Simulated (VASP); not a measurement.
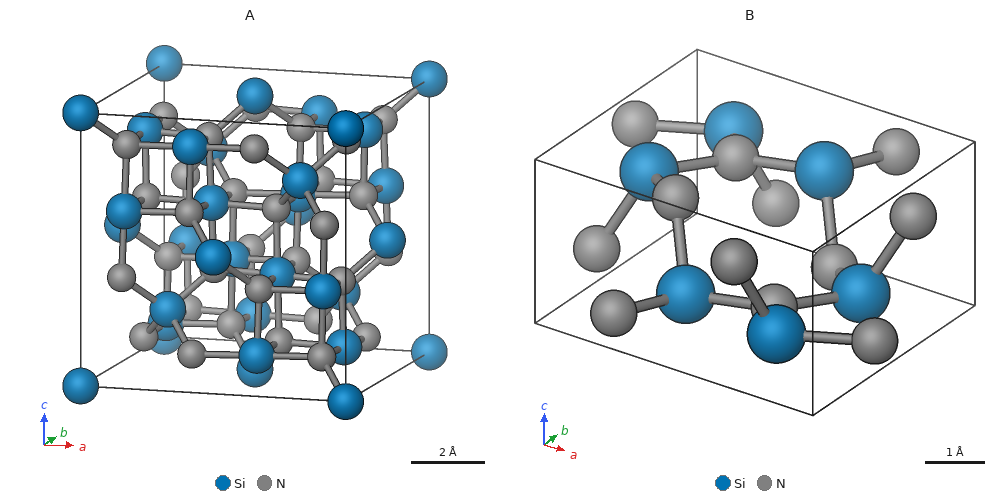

Two structures of Si3N4, each relaxed (cell and atoms) at zero pressure; conventional cells in solid outline, small ones repeated, each panel with its own scale. Alike in all runs: VASP 6.6.1; functional LDA; VASP's PAW LDA potentials, release 64 (Si, N); cutoff 600 eV; occupations gaussian, width 0.03 eV; no spin polarisation; no spin-orbit coupling. The k meshes have like spacings.

### Name the structure in each panel.

A: 56 atoms a cell on a face-centred cubic lattice, Fd-3m; B: 14 atoms a cell on a primitive hexagonal lattice, P6₃/m.

### Rank them by energy, lowest first.

B, then A (+70 meV/atom), static energies at zero smearing.

### Could pressure favour another of these structures?

A is denser (8.1 against 10.3 Å³/atom), so pressure favours it. Setting PΔV equal to ΔE at fixed volumes gives a first estimate of 5.2 GPa for the crossing; compression of both forms, other phases and heat would move it.

### Collect the results in a table.

| panel | space group | E − E(lowest) (meV/atom) | volume (Å³/atom) | gap (eV) |
| --- | --- | --- | --- | --- |
| B | P6₃/m | 0 | 10.3 | 4.23 |
| A | Fd-3m | 70 | 8.1 | 3.34 |

The starts are database entries or structure types tried for this composition, and the most stable form need not be among them. Gaps are the least found on the k-mesh, which misses some points of high symmetry; where the band edges lie there, the true gap is smaller, at times by an eV.

Caveat: semilocal functionals give gaps below the measured ones.
